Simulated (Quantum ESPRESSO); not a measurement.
**Run report: Ti₂C, band-structure run**

The run: band-structure run of Ti₂C (R-3m, 3 atoms in the cell). Method and program: Kohn-Sham DFT of a periodic cell, PBEsol, GBRV 1.5 PBEsol, no spin polarisation (Quantum ESPRESSO 7.5).

The structure derives from a Materials Project entry.

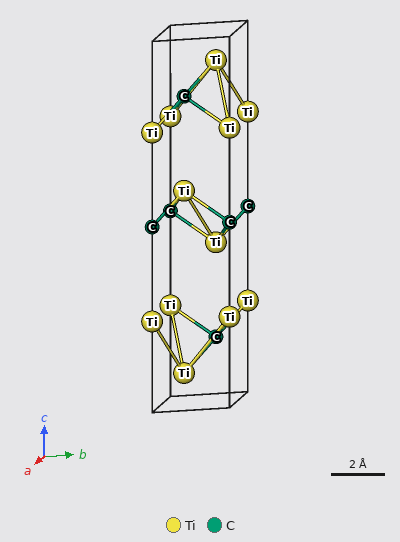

The structure (ball-and-stick view of the cell 3 times as large as that of the calculation, set on its symmetry axes, seen slightly off an axis). An atom can appear more than once, as a periodic image.

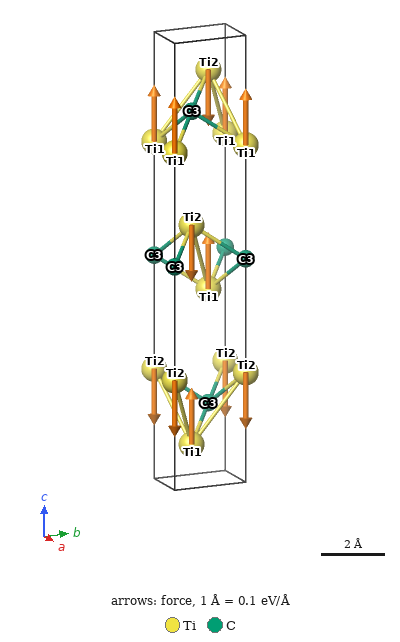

Forces on the atoms as orange arrows (ball-and-stick view of the cell 3 times as large as that of the calculation, set on its symmetry axes, seen slightly off an axis; atoms are numbered from 1 in the order of the input). The largest act on Ti1, Ti2 (0.18 eV/Å). The geometry is not a stationary point of this energy.

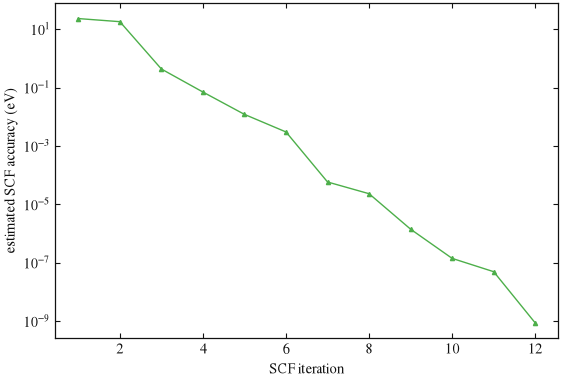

Convergence of the self-consistent field: estimated SCF accuracy against the iteration. The field takes 12 iterations in all.

The input and output of the run follow.

**The input**
```
&CONTROL
  calculation = 'scf'
  prefix = 'pwscf'
  outdir = './tmp'
  pseudo_dir = './pseudo'
  tprnfor = .true.
  tstress = .true.
  disk_io = 'low'
/
&SYSTEM
  ibrav = 0
  celldm(1) = 8
  nat = 3
  ntyp = 2
  ecutwfc = 45
  ecutrho = 360
  nbnd = 21
  occupations = 'smearing'
  smearing = 'fd'
  degauss = 0.00367493
/
&ELECTRONS
  conv_thr = 6d-10
  electron_maxstep = 120
  mixing_beta = 0.5
/
ATOMIC_SPECIES
Ti    47.8670 ti_pbesol_v1.4.uspp.F.UPF
C     12.0110 c_pbesol_v1.2.uspp.F.UPF
CELL_PARAMETERS alat
  0.3639372003499   0.2101192405806   1.1370883310493
 -0.3639372003499   0.2101192405806   1.1370883310493
  0.0000000000000  -0.4202384811848   1.1370883310493
ATOMIC_POSITIONS crystal
Ti     0.7545021700    0.7545021700    0.7545021700
Ti     0.2454978300    0.2454978300    0.2454978300
C      0.5000000000    0.5000000000    0.5000000000
K_POINTS automatic
10 10 10 0 0 0
```

**File bands.in**
```
&CONTROL
  calculation = 'bands'
  prefix = 'pwscf'
  outdir = './tmp'
  pseudo_dir = './pseudo'
  disk_io = 'low'
  verbosity = 'high'
/
&SYSTEM
  ibrav = 0
  celldm(1) = 8
  nat = 3
  ntyp = 2
  ecutwfc = 45
  ecutrho = 360
  nbnd = 21
  occupations = 'smearing'
  smearing = 'fd'
  degauss = 0.00367493
/
&ELECTRONS
  conv_thr = 1d-08
  electron_maxstep = 120
  mixing_beta = 0.5
  diago_full_acc = .true.
  startingwfc = 'random'
/
ATOMIC_SPECIES
Ti    47.8670 ti_pbesol_v1.4.uspp.F.UPF
C     12.0110 c_pbesol_v1.2.uspp.F.UPF
CELL_PARAMETERS alat
  0.3639372003499   0.2101192405806   1.1370883310493
 -0.3639372003499   0.2101192405806   1.1370883310493
  0.0000000000000  -0.4202384811848   1.1370883310493
ATOMIC_POSITIONS crystal
Ti     0.7545021700    0.7545021700    0.7545021700
Ti     0.2454978300    0.2454978300    0.2454978300
C      0.5000000000    0.5000000000    0.5000000000
K_POINTS crystal
60
 0.0000000000  0.0000000000  0.0000000000 1
 0.0625000000  0.0000000000  0.0000000000 1
 0.1250000000  0.0000000000  0.0000000000 1
 0.1875000000  0.0000000000  0.0000000000 1
 0.2500000000  0.0000000000  0.0000000000 1
 0.3125000000  0.0000000000  0.0000000000 1
 0.3750000000  0.0000000000  0.0000000000 1
 0.4375000000  0.0000000000  0.0000000000 1
 0.5000000000  0.0000000000  0.0000000000 1
 0.5000000000  0.0378861690 -0.0378861690 1
 0.5000000000  0.0757723380 -0.0757723380 1
 0.5000000000  0.1136585070 -0.1136585070 1
 0.5000000000  0.1515446761 -0.1515446761 1
 0.5000000000  0.1894308451 -0.1894308451 1
 0.8105691549  0.5000000000  0.1894308451 1
 0.7760614711  0.5000000000  0.2239385289 1
 0.7415537872  0.5000000000  0.2584462128 1
 0.7070461033  0.5000000000  0.2929538967 1
 0.6725384194  0.5000000000  0.3274615806 1
 0.6380307355  0.5000000000  0.3619692645 1
 0.6035230516  0.5000000000  0.3964769484 1
 0.5690153678  0.5000000000  0.4309846322 1
 0.5345076839  0.5000000000  0.4654923161 1
 0.5000000000  0.5000000000  0.5000000000 1
 0.3750000000  0.3750000000  0.3750000000 1
 0.2500000000  0.2500000000  0.2500000000 1
 0.1250000000  0.1250000000  0.1250000000 1
 0.0000000000  0.0000000000  0.0000000000 1
 0.0313377657  0.0000000000 -0.0313377657 1
 0.0626755314  0.0000000000 -0.0626755314 1
 0.0940132971  0.0000000000 -0.0940132971 1
 0.1253510627  0.0000000000 -0.1253510627 1
 0.1566888284  0.0000000000 -0.1566888284 1
 0.1880265941  0.0000000000 -0.1880265941 1
 0.2193643598  0.0000000000 -0.2193643598 1
 0.2507021255  0.0000000000 -0.2507021255 1
 0.2820398912  0.0000000000 -0.2820398912 1
 0.3133776568  0.0000000000 -0.3133776568 1
 0.3447154225  0.0000000000 -0.3447154225 1
 0.6552845775  0.3447154225  0.0000000000 1
 0.6242276620  0.3757723380  0.0000000000 1
 0.5931707465  0.4068292535  0.0000000000 1
 0.5621138310  0.4378861690  0.0000000000 1
 0.5310569155  0.4689430845  0.0000000000 1
 0.5000000000  0.5000000000  0.0000000000 1
 0.6552845775  0.6552845775  0.1894308451 1
 0.6397561197  0.6397561197  0.2204877606 1
 0.6242276620  0.6242276620  0.2515446761 1
 0.6086992042  0.6086992042  0.2826015915 1
 0.5931707465  0.5931707465  0.3136585070 1
 0.5776422887  0.5776422887  0.3447154225 1
 0.5621138310  0.5621138310  0.3757723380 1
 0.5465853732  0.5465853732  0.4068292535 1
 0.5310569155  0.5310569155  0.4378861690 1
 0.5155284577  0.5155284577  0.4689430845 1
 0.5000000000  0.5000000000  0.5000000000 1
 0.5000000000  0.0000000000  0.0000000000 1
 0.6035230516  0.1149051408  0.1149051408 1
 0.7070461033  0.2298102817  0.2298102817 1
 0.8105691549  0.3447154225  0.3447154225 1
```

Command:
```bash
OMP_NUM_THREADS=1 mpirun -n 2 pw.x -nk 2 -in pw.in > pw.out
OMP_NUM_THREADS=1 mpirun -n 2 pw.x -nk 2 -in bands.in > bands.out
```

**The program's output**
```
This program is part of the open-source Quantum ESPRESSO suite
     for quantum simulation of materials; please cite
         "P. Giannozzi et al., J. Phys.:Condens. Matter 21 395502 (2009);
         "P. Giannozzi et al., J. Phys.:Condens. Matter 29 465901 (2017);
         "P. Giannozzi et al., J. Chem. Phys. 152 154105 (2020);
          URL
     in publications or presentations arising from this work. More details at

     Message from routine setup:
     using ibrav=0 with symmetry is DISCOURAGED, use correct ibrav instead

     K-points division:     npool     =       2
     Subspace diagonalization in iterative solution of the eigenvalue problem:
     a serial algorithm will be used

     G-vector sticks info
     --------------------
     sticks:   dense  smooth     PW     G-vecs:    dense   smooth      PW
     Sum        1547     775    261                30889    10959    2153

     Using Slab Decomposition

     bravais-lattice index     =            0
     lattice parameter (alat)  =       8.0000  a.u.
     unit-cell volume          =     267.1208 (a.u.)^3
     number of atoms/cell      =            3
     number of atomic types    =            2
     number of electrons       =        28.00
     number of Kohn-Sham states=           21
     kinetic-energy cutoff     =      45.0000  Ry
     charge density cutoff     =     360.0000  Ry
     scf convergence threshold =      6.0E-10
     mixing beta               =       0.5000
     number of iterations used =            8  plain     mixing
     Exchange-correlation= SLA  PW   PSX  PSC
                           (   1   4  10   8   0   0   0)

     celldm(1)=   8.000000  celldm(2)=   0.000000  celldm(3)=   0.000000
     celldm(4)=   0.000000  celldm(5)=   0.000000  celldm(6)=   0.000000

     crystal axes: (cart. coord. in units of alat)
               a(1) = (   0.363937   0.210119   1.137088 )
               a(2) = (  -0.363937   0.210119   1.137088 )
               a(3) = (   0.000000  -0.420238   1.137088 )

     reciprocal axes: (cart. coord. in units 2 pi/alat)
               b(1) = (  1.373863  0.793200  0.293146 )
               b(2) = ( -1.373863  0.793200  0.293146 )
               b(3) = (  0.000000 -1.586401  0.293146 )

     PseudoPot. # 1 for Ti read from file:
     ti_pbesol_v1.4.uspp.F.UPF
     Pseudo is Ultrasoft + core correction, Zval = 12.0
     Generated by new atomic code, or converted to UPF format
     Using radial grid of  851 points,  6 beta functions with:
                l(1) =   0
                l(2) =   0
                l(3) =   1
                l(4) =   1
                l(5) =   2
                l(6) =   2
     Q(r) pseudized with  6 coefficients,  rinner =    1.000   1.000   1.000
                                                       1.000   1.000

     PseudoPot. # 2 for C  read from file:
     c_pbesol_v1.2.uspp.F.UPF
     Pseudo is Ultrasoft + core correction, Zval =  4.0
     Generated by new atomic code, or converted to UPF format
     Using radial grid of  721 points,  4 beta functions with:
                l(1) =   0
                l(2) =   0
                l(3) =   1
                l(4) =   1
     Q(r) pseudized with  8 coefficients,  rinner =    1.100   1.100   1.100

     atomic species   valence    mass     pseudopotential
     Ti               12.00    47.86700     Ti( 1.00)
     C                 4.00    12.01100     C ( 1.00)

     12 Sym. Ops., with inversion, found

   Cartesian axes

     site n.     atom                  positions (alat units)
         1        Ti     tau(   1) = (  -0.0000000  -0.0000000   2.5738068  )
         2        Ti     tau(   2) = (  -0.0000000  -0.0000000   0.8374582  )
         3        C      tau(   3) = (   0.0000000  -0.0000000   1.7056325  )

     number of k points=   116  Fermi-Dirac smearing, width (Ry)=  0.0037

     Number of k-points >= 100: set verbosity='high' to print them.

     Dense  grid:    30889 G-vectors     FFT dimensions: (  60,  60,  60)

     Smooth grid:    10959 G-vectors     FFT dimensions: (  45,  45,  45)

     Check: negative core charge=   -0.000015

     Initial potential from superposition of free atoms

     starting charge      25.9999, renormalised to      28.0000

     negative rho (up, down):  2.134E-03 0.000E+00
     Starting wfcs are   24 randomized atomic wfcs

     Self-consistent Calculation

     iteration #  1     ecut=    45.00 Ry     beta= 0.50
     Davidson diagonalization with overlap
     ethr =  1.00E-02,  avg # of iterations =  3.0

     negative rho (up, down):  2.865E-03 0.000E+00

     total energy              =    -249.30418488 Ry
     estimated scf accuracy    <       1.66408915 Ry

     iteration #  2     ecut=    45.00 Ry     beta= 0.50
     Davidson diagonalization with overlap
     ethr =  5.94E-03,  avg # of iterations =  3.6

     negative rho (up, down):  1.891E-03 0.000E+00

     total energy              =    -249.65705734 Ry
     estimated scf accuracy    <       1.29888630 Ry

     iteration #  3     ecut=    45.00 Ry     beta= 0.50
     Davidson diagonalization with overlap
     ethr =  4.64E-03,  avg # of iterations =  3.0

     negative rho (up, down):  1.698E-03 0.000E+00

     total energy              =    -249.91562324 Ry
     estimated scf accuracy    <       0.03146089 Ry

     iteration #  4     ecut=    45.00 Ry     beta= 0.50
     Davidson diagonalization with overlap
     ethr =  1.12E-04,  avg # of iterations =  2.5

     negative rho (up, down):  1.525E-03 0.000E+00

     total energy              =    -249.91949535 Ry
     estimated scf accuracy    <       0.00516044 Ry

     iteration #  5     ecut=    45.00 Ry     beta= 0.50
     Davidson diagonalization with overlap
     ethr =  1.84E-05,  avg # of iterations =  4.0

     negative rho (up, down):  1.444E-03 0.000E+00

     total energy              =    -249.92067329 Ry
     estimated scf accuracy    <       0.00090363 Ry

     iteration #  6     ecut=    45.00 Ry     beta= 0.50
     Davidson diagonalization with overlap
     ethr =  3.23E-06,  avg # of iterations =  4.2

     negative rho (up, down):  1.429E-03 0.000E+00

     total energy              =    -249.92089578 Ry
     estimated scf accuracy    <       0.00022369 Ry

     iteration #  7     ecut=    45.00 Ry     beta= 0.50
     Davidson diagonalization with overlap
     ethr =  7.99E-07,  avg # of iterations =  3.3

     negative rho (up, down):  1.422E-03 0.000E+00

     total energy              =    -249.92094157 Ry
     estimated scf accuracy    <       0.00000423 Ry

     iteration #  8     ecut=    45.00 Ry     beta= 0.50
     Davidson diagonalization with overlap
     ethr =  1.51E-08,  avg # of iterations =  2.5

     negative rho (up, down):  1.421E-03 0.000E+00

     total energy              =    -249.92094186 Ry
     estimated scf accuracy    <       0.00000166 Ry

     iteration #  9     ecut=    45.00 Ry     beta= 0.50
     Davidson diagonalization with overlap
     ethr =  5.93E-09,  avg # of iterations =  3.0

     negative rho (up, down):  1.422E-03 0.000E+00

     total energy              =    -249.92094201 Ry
     estimated scf accuracy    <       0.00000010 Ry

     iteration # 10     ecut=    45.00 Ry     beta= 0.50
     Davidson diagonalization with overlap
     ethr =  3.50E-10,  avg # of iterations =  4.0

     negative rho (up, down):  1.422E-03 0.000E+00

     total energy              =    -249.92094205 Ry
     estimated scf accuracy    <       0.00000001 Ry

     iteration # 11     ecut=    45.00 Ry     beta= 0.50
     Davidson diagonalization with overlap
     ethr =  4.87E-11,  avg # of iterations =  2.0

     negative rho (up, down):  1.422E-03 0.000E+00

     total energy              =    -249.92094205 Ry
     estimated scf accuracy    <          3.6E-09 Ry

     iteration # 12     ecut=    45.00 Ry     beta= 0.50
     Davidson diagonalization with overlap
     ethr =  1.29E-11,  avg # of iterations =  3.7

     negative rho (up, down):  1.422E-03 0.000E+00

     End of self-consistent calculation

     Number of k-points >= 100: set verbosity='high' to print the bands.

     the Fermi energy is    13.1954 ev

!    total energy              =    -249.92094205 Ry
     estimated scf accuracy    <          6.3E-11 Ry
     smearing contrib. (-TS)   =      -0.00126493 Ry
     internal energy E=F+TS    =    -249.91967711 Ry

     The total energy is F=E-TS. E is the sum of the following terms:
     one-electron contribution =     -83.32035483 Ry
     hartree contribution      =      52.59392612 Ry
     xc contribution           =     -39.36848185 Ry
     ewald contribution        =    -179.82476655 Ry

     convergence has been achieved in  12 iterations

     negative rho (up, down):  1.422E-03 0.000E+00

     Forces acting on atoms (cartesian axes, Ry/au):

     atom    1 type  1   force =    -0.00000000    0.00000000    0.00714254
     atom    2 type  1   force =     0.00000000   -0.00000000   -0.00714254
     atom    3 type  2   force =    -0.00000000    0.00000000    0.00000000

     Total force =     0.010101     Total SCF correction =     0.000048

     Computing stress (Cartesian axis) and pressure

     negative rho (up, down):  1.422E-03 0.000E+00
          total   stress  (Ry/bohr**3)                   (kbar)     P=      -46.60
  -0.00033208  -0.00000000   0.00000000          -48.85       -0.00        0.00
   0.00000000  -0.00033208  -0.00000000            0.00      -48.85       -0.00
   0.00000000  -0.00000000  -0.00028617            0.00       -0.00      -42.10

=------------------------------------------------------------------------------=
   JOB DONE.
=------------------------------------------------------------------------------=
```

**Results in brief**

- outcome: converged
- space group (tolerance 0.01 Å): R-3m (166)
- electrons treated: 28
- free energy: −3400.3476 eV
- Fermi energy: 13.195 eV
- gap on the k-point mesh: none (metallic)
- pressure: −4.66 GPa
- largest force (length of the vector): 0.184 eV/Å
- hardware: 2 threads of Intel Xeon (Granite Rapids), 32 GiB of memory available, shared host
- wall time: 78 s (CPU time 2.6 min)
- peak memory: 0.28 GiB

**Notes**

Notes on the run: negative rho.
